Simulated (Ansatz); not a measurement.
Run report: SnO$_{2}$, single-point calculation

- system: SnO$_{2}$ (6 atoms in the cell)
- method: DFT PBE+D3(BJ), scalar-relativistic, plane waves, PAW, no spin polarisation (Ansatz 0.2.0)

The structure derives from a Materials Project entry. Figures and captions count atoms from 1; the log counts them from 0 in places.

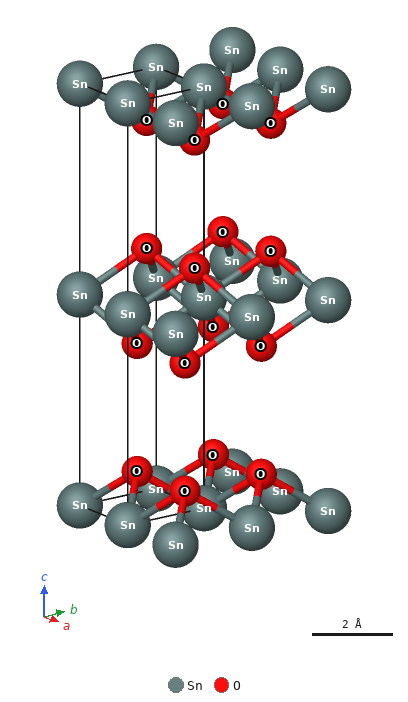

Fig. 1: The structure as given in the input (ball-and-stick view of the cell of the calculation, repeated 2 × 2 × 1, seen slightly off an axis). Near neighbours in the crystal (not all of them lie inside the picture): Sn has 6 O at 2.10 Å; O has 3 Sn at 2.10 Å.

Input file
```yaml
crystal:
  lattice:
    - [3.1474468723, 0.0, 0.0]
    - [-1.5737234361, 2.7257689485, 0.0]
    - [0.0, 0.0, 10.7557701966]
  atoms:
    - { symbol: Sn, position: [0.0, 0.0, 0.5] }
    - { symbol: Sn, position: [0.0, 0.0, 0.0] }
    - { symbol: O, position: [0.6666666667, 0.3333333333, 0.4017901367] }
    - { symbol: O, position: [0.6666666667, 0.3333333333, 0.0982098633] }
    - { symbol: O, position: [0.3333333333, 0.6666666667, 0.5982098633] }
    - { symbol: O, position: [0.3333333333, 0.6666666667, 0.9017901367] }
basis:
  ecutwfc: 520.0
kpoints:
  mp_grid: { grid: [12, 12, 4] }
hamiltonian:
  xc: pbe
  dispersion: d3bj
scf:
  occupations: { method: gaussian, width: 0.05 }
output:
  forces: true
  stress: true
  eigenvalues: true
  write_density: true
  write_potential: true
  elf: true
  volumetric_format: npy
```

Machine: 1 thread of AMD EPYC (Zen 5), 10 GiB of memory available, shared host.

Command:
```bash
ansatz run input.yaml --threads 1 --pin off --max-ram 2048MiB --backend cpu --events-out ev --progress --plain --runs-dir out
```

The program's output
```
Engine: ansatz 0.2.0, x86_64-unknown-linux-gnu
Pseudopotentials: kind: paw
Pseudopotential: Sn, paw, valence charge 14, recommended cutoff 420 eV (normal), Sn.paw.azcp
Pseudopotential: O, paw, valence charge 6, recommended cutoff 420 eV (normal), O.paw.azcp
Functional definition: PBE
  parameter kappa = 0.804
  parameter beta = 0.06672455060314922
  exchange = pbe_x(kappa = kappa, mu = beta*pi^2/3)
  correlation = pbe_c(beta = beta)
Crystal: 6 atoms, lattice volume = 92.276 Å³
Basis set: ecut = 520 eV, 2505 PW (Γ), exchange–correlation on 48×48×160 points (8 copies of the dense FFT grid, shifted against one another)
Bands: 32, of which v1, the nominal top of the filled ones, is band 26 counted from 1 (25 counted from 0)
Symmetry: 24 space group operations
Space group: P63/mmc (ITA 194), of the structure as read, at distance tolerance 4.5e-5 Å
k-points: 57 of 576
Non-local potential: Sn, projectors of the file, l = 0: 2, l = 1: 2, l = 2: 2, l = 3: 2
Non-local potential: O, projectors of the file, l = 0: 2, l = 1: 2, l = 2: 1
PAW form: soft (Blöchl's): semilocal exchange-correlation on the pseudo side does not see the compensation charge
PAW one-centre angular grid: Sn, 590 points (default); XC on 64 Gauss nodes
PAW one-centre angular grid: O, 110 points (default); XC on 64 Gauss nodes
Initial density: superposition of atomic densities (neutral atoms: chi_scale 0, normalization atom), corrected by the library's trained network
Initial wavefunctions: pseudopotential atomic-orbital guess
Functional: x = pbe(κ = 0.804, μ = 0.2195149727645171), c = pbe(β = 0.06672455060314922)
SCF iter   1: F=—  HF=-14317.917872 eV  |F-HF|=—  |Δ(HF+E_count)|=         —  Δρ=2.17e-3  dr2=1.72e-3  ethr=1.77e-3  ⟨swp⟩=6.8  Hψ=8469  notcnv=0
preconditioner: auto → Resta (q_TF=auto, 2.480 Å⁻¹)  ε∞=3.2  [insulator: Δε(μ)=2.514 eV  Ē_g=18.932 eV  σ=0.050 eV  W_gap=1.00  n_scr=26 (ndim 8)  ℏωp=27.9 eV  f_vac=0.239  D(μ)=0.00/eV (n_scr^D=0)  ε∞_Penn≈3.2]
SCF iter   2: F=—  HF=-14317.920399 eV  |F-HF|=—  |Δ(HF+E_count)|=   2.53e-3  Δρ=1.11e-3  dr2=4.20e-4  ethr=3.31e-6  ⟨swp⟩=2.4  Hψ=3766  notcnv=0  defer=4
SCF iter   3: F=—  HF=-14317.920784 eV  |F-HF|=—  |Δ(HF+E_count)|=   3.85e-4  Δρ=2.49e-4  dr2=6.27e-5  ethr=8.07e-7  ⟨swp⟩=2.9  Hψ=3205  notcnv=0  defer=4
SCF iter   4: F=—  HF=-14317.920608 eV  |F-HF|=—  |Δ(HF+E_count)|=   1.75e-4  Δρ=9.25e-5  dr2=7.16e-6  ethr=1.21e-7  ⟨swp⟩=3.0  Hψ=3404  notcnv=0  defer=4
SCF iter   5: F=—  HF=-14317.920611 eV  |F-HF|=—  |Δ(HF+E_count)|=   2.45e-6  Δρ=3.98e-5  dr2=1.25e-6  ethr=1.38e-8  ⟨swp⟩=2.9  Hψ=3192  notcnv=0  defer=4
SCF iter   6: F=-14317.920611 eV  HF=-14317.920611 eV  |F-HF|=8.77e-9  |Δ(HF+E_count)|=   5.09e-7  Δρ=1.11e-5  dr2=9.29e-8  ethr=1.92e-10  ⟨swp⟩=13.6  Hψ=15775  notcnv=0
SCF 1 converged in 6 iterations: F = -14317.920611 eV  dr2 = 9.29e-8
  greatest PAW one-centre occupation: 0.996 electrons in one spin orbital (limit 2), on the Sn atom at site 1 (counted from 0), in its partial waves of l = 2
```

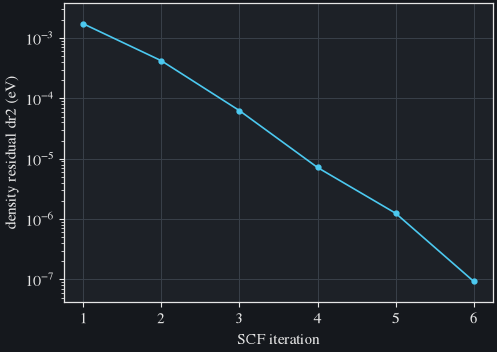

Fig. 2: Convergence of the self-consistent field: density residual dr2 against the SCF iteration. The residual falls at every step.

```
SCF converged after 6 iterations
Free energy (F): -14317.920611 eV
Harris-Foulkes:  -14317.920611 eV  (|F-HF|=8.77e-9)
Internal energy: -14317.920611 eV  (E = F + TS)
E sigma→0 (E₀):  -14317.920611 eV
Fermi energy:    6.360350 eV
--- Per-component energies (eV) ---
  E_band       = -316.320115
  E_kinetic    = 1078.566580
  E_local      = -4795.299151  (includes V_loc(G=0)·N_el)
  E_nonlocal   = 133.632911
  E_hartree    = 2357.980854
  E_xc         = -1055.135719
  E_vxc        = -563.848178  (∫ρ·V_xc dr)
  E_paw        = -8925.590068  (= ΣΔE_a)
  E_vpaw       = -885.343688  (= ΣTr[D̂ρ^β])
  E_aug_tail   = 0.002986  (compensation charges beyond the density's cutoff)
  E_ewald      = -3111.091493
  E_disp       = -0.987511  (pairwise vdW)
  E_smearing   = -0.000000  (= −TS)
  E_closure    = -0.000000  (closes the sum)
  Σ components = -14317.920611   (vs F -14317.920611, Δ=0.00e0)
--- Forces (eV/Å), atoms counted from 1 ---
  atom   1  Sn     0.00000000     0.00000000     0.00000000
  atom   2  Sn     0.00000000    -0.00000000     0.00000000
  atom   3  O     -0.00000000    -0.00000000     0.14713279
  atom   4  O      0.00000000    -0.00000000    -0.14713279
  atom   5  O     -0.00000000     0.00000000    -0.14713279
  atom   6  O      0.00000000     0.00000000     0.14713279
  max |Σ_I F_I| component: 2.78e-17 eV/Å
--- Stress (GPa, compression-positive) ---
        5.892208       0.000000       0.000000
        0.000000       5.892208       0.000000
        0.000000       0.000000      -1.755257
  P = ⅓ Tr σ = 3.3431 GPa (33.431 kbar)
--- Band table (eV; the first three rows and the last of 57) ---
  k-point 0: bands = ["-14.8349", "-14.8338", "-14.6474", "-14.6474", "-14.6474", "-14.6474", "-14.3983", "-14.3983", "-14.3983", "-14.3983", "-12.9677", "-12.9359", "-11.3058", "-11.2536", "1.0112", "1.3096", "3.9021", "3.9021", "3.9278", "3.9278", "4.0427", "4.4148", "4.4148", "4.4417", "4.4417", "4.7228", "7.6182", "8.3816", "10.8361", "11.1736", "15.7280", "15.7393"]
  k-point 1: bands = ["-14.8348", "-14.8340", "-14.6474", "-14.6474", "-14.6474", "-14.6474", "-14.3983", "-14.3983", "-14.3983", "-14.3983", "-12.9631", "-12.9406", "-11.2980", "-11.2611", "1.0503", "1.2604", "3.9057", "3.9057", "3.9239", "3.9239", "4.1382", "4.4189", "4.4189", "4.4379", "4.4379", "4.6155", "7.7361", "8.2718", "10.8914", "11.1286", "15.7350", "15.7432"]
  k-point 2: bands = ["-14.8344", "-14.8344", "-14.6474", "-14.6474", "-14.6474", "-14.6474", "-14.3983", "-14.3983", "-14.3983", "-14.3983", "-12.9520", "-12.9520", "-11.2795", "-11.2795", "1.1504", "1.1504", "3.9146", "3.9146", "3.9146", "3.9146", "4.3713", "4.3713", "4.4285", "4.4285", "4.4285", "4.4285", "8.0078", "8.0078", "11.0149", "11.0149", "15.7446", "15.7446"]
  k-point 56: bands = ["-15.1253", "-15.1253", "-15.1226", "-15.1226", "-14.4484", "-14.4484", "-14.4483", "-14.4483", "-14.3732", "-14.3732", "-10.5021", "-10.5021", "-10.4714", "-10.4714", "-1.2647", "-1.2647", "1.3964", "1.3964", "1.4306", "1.4306", "2.3068", "2.3068", "4.6285", "4.6285", "4.8735", "4.8735", "11.5700", "11.5700", "15.0010", "15.0010", "15.1983", "15.1983"]
```

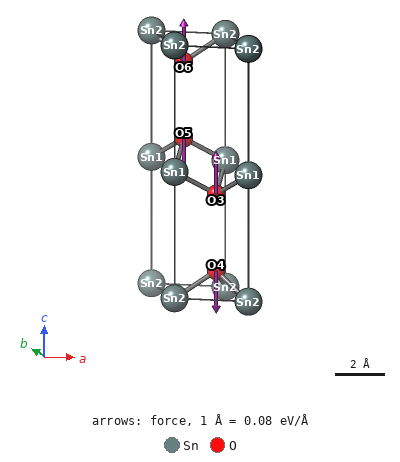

Fig. 3: Forces on the atoms as pink arrows (ball-and-stick view of the cell of the calculation, seen slightly off an axis; atoms are numbered from 1 in the order of the input). The largest act on all 4 O atoms (0.15 eV/Å). The geometry is not a stationary point of this energy.

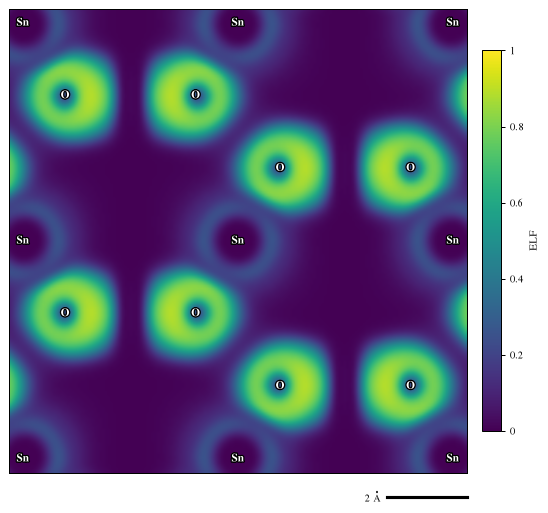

Fig. 4: Electron localisation function on the (110) plane of the conventional cell. The section cuts through Sn and O sites. Sn–O (2.10 Å): the ELF is about 0.25 at the midpoint. The fields are those of the smooth PAW valence density.

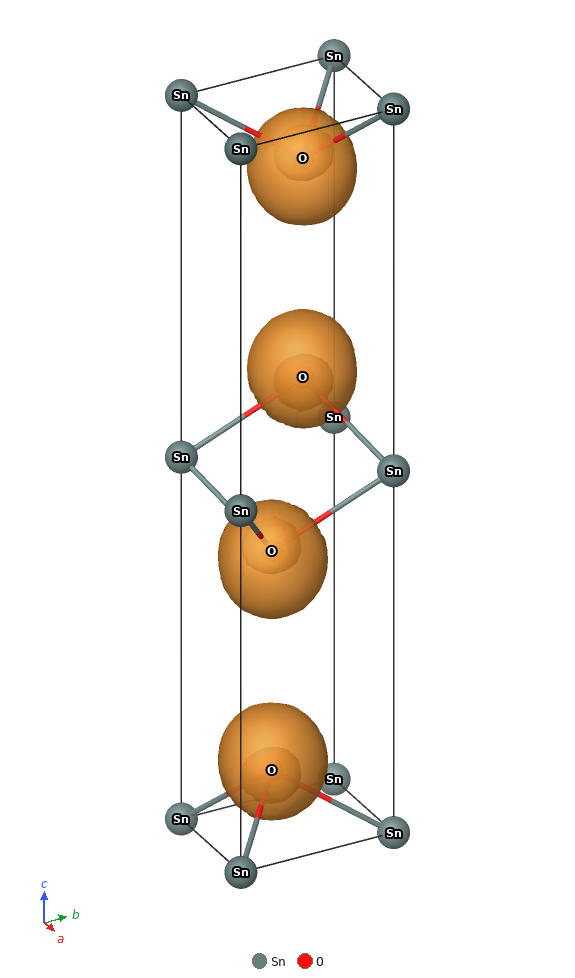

Fig. 5: Isosurface of the ELF at 0.75 (orange), seen slightly off an axis. Core shells and regions of very low density are left out. Sticks mark near contacts. The outline is the cell set on symmetry axes. Profiles from the grid: Sn–O (2.10 Å): the ELF is about 0.25 at the midpoint.

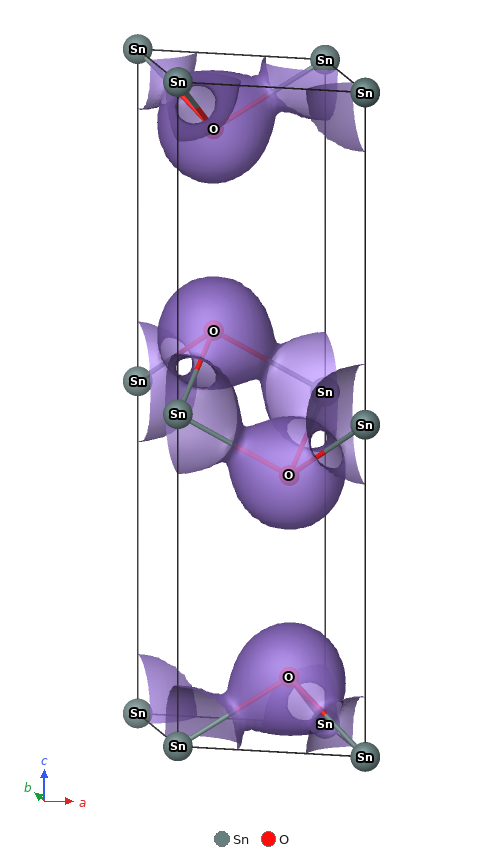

Fig. 6: Isosurface of the valence pseudo-density at 0.5 e/Å³ (purple), seen slightly off an axis. Sticks mark near contacts. The outline is the cell set on symmetry axes. At this value the density is joined into sheets; it holds about 80 % of the electrons treated as valence (semicore included). On the grid the lowest density along these lines, outside the cores, is 0.63 e/Å³ (Sn–O, 2.10 Å).

Results in brief

```tsv
quantity	value
outcome	converged
space group (tolerance 0.01 Å)	P6₃/mmc (194)
electrons treated	52
free energy	−14317.9206 eV
Fermi energy	6.360 eV
gap on the k-point mesh	2.52 eV
pressure	3.34 GPa
largest force (length of the vector)	0.147 eV/Å
wall time	4.1 s
peak memory	0.5 GiB
```
